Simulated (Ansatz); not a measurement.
```
CELL_PARAMETERS angstrom
2.76642 0.00000 0.00000
-1.38321 2.39579 0.00000
0.00000 0.00000 2.21310
ATOMIC_POSITIONS crystal
Si 0.00000 0.00000 0.00000
```

Space group P6/mmm; a structure from a database of computed crystals, not necessarily the ambient phase; computed pressure about 11 GPa in this cell.

Theory: Ansatz, DFT r2SCAN, scalar-relativistic, plane waves, PAW.

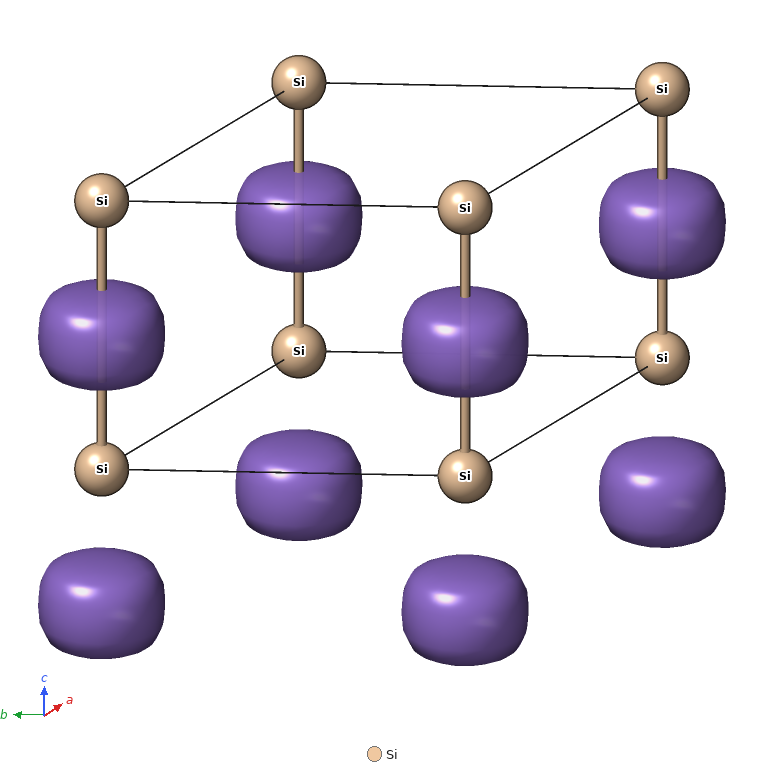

Si. Isosurface of the electron localisation function at 0.85 (purple), seen at an oblique angle. Only the valence region is drawn (cores and ρ < 0.01 e/Å³ removed). Sticks mark near contacts.

In a PAW calculation such maps are meaningful between the atoms, not at the nuclei.

Question: Identify the bonds, lone pairs and shells in this picture.

Answer: The surface consists of one region between bonded Si–Si atoms, counted in one cell of 1 atoms. Any copies at cell faces, edges or corners count once. Along the contacts the grid gives the following. Si–Si (2.21 Å): the ELF peaks at about 0.95 between the atoms.
